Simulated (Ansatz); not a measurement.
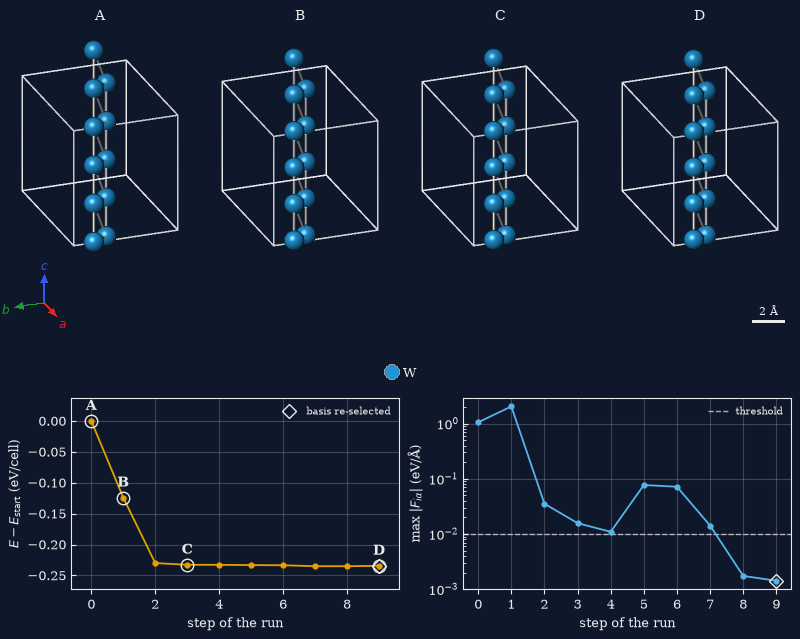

Frames of a relaxation of a wire of composition W, marked on the history of the run. The picture is a ball-and-stick view of the 3 repeat of the cell, with the vacuum cut short, seen from a free direction.

Case: strip chain of atoms.

Theory: Ansatz, DFT PBE, scalar-relativistic, plane waves, PAW.

Input file:
```yaml
crystal:
  lattice:
    - [11.2, 0.0, 0.0]
    - [0.0, 9.3, 0.0]
    - [0.0, 0.0, 2.6302160053]
  atoms:
    - { symbol: W, position: [0.4003034702, 0.5, 0.0], spin: 1.5 }
    - { symbol: W, position: [0.5996965298, 0.5, 0.5], spin: 1.5 }
basis:
  ecutwfc: 420
kpoints:
  mp_grid: { grid: [1, 1, 24] }
hamiltonian:
  xc: pbe
scf:
  occupations: { method: gaussian, width: 0.05 }
output:
  forces: true
  stress: true
  eigenvalues: true
  populations: true
  write_density: true
  write_potential: true
  elf: true
  volumetric_format: npy
magnetization:
  spin_polarized: true
relax:
  adjacent_minimum: "off"
  f_tol: 0.01
  max_steps: 45
  cell: { fix: [a, b, alpha, beta, gamma], stress_tol: 0.03 }
```

Run as
```bash
ansatz run input.yaml --threads 2 --pin off --max-ram 5120MiB --backend cpu --events-out ev --progress --plain --runs-dir out
```

**What happens along the run?**

The atoms keep their places relative to the layer's centre (all moves are under 0.005 Å). Along the periodic axis the drawn cell goes c 7.891 → 7.424 Å (−5.9 %). Some distances before and after: W1–W1 2.630 → 2.475 Å, W1–W2 2.592 → 2.556 Å. Bond angles that change, for instance: W2–W1–W2 61.0° → 57.9°. The energy falls by 0.234 eV per cell of the calculation in 8 accepted moves (9 points after the start). The largest force component goes from 1.1 to 0.0014 eV/Å. The SCF was repeated once at an unchanged geometry on a basis and grid sized afresh for the cell, which shifted the energy by 0.7 meV per cell of the calculation at most. From step 0 to 1: W atoms move most (0.07 Å), energy −0.124 eV per cell of the calculation. From step 1 to 3: W atoms move most (0.06 Å), energy −0.109 eV per cell of the calculation. From step 3 to 9: energy −1.6 meV per cell of the calculation.

| step | E − E(0), meV/atom | largest force component, eV/Å | note |
| --- | --- | --- | --- |
| 0 | 0.00 | 1.0551 |  |
| 1 | -62.06 | 2.0426 |  |
| 2 | -114.99 | 0.0354 |  |
| 3 | -116.39 | 0.0157 |  |
| 4 | -116.43 | 0.0110 |  |
| 5 | -116.63 | 0.0772 |  |
| 6 | -116.77 | 0.0718 |  |
| 7 | -117.52 | 0.0143 |  |
| 8 | -117.55 | 0.0017 |  |
| 9 | -117.21 | 0.0014 | same geometry, new basis |

Limits of the set-up: the k-point mesh is coarse for a cell with partly filled bands.
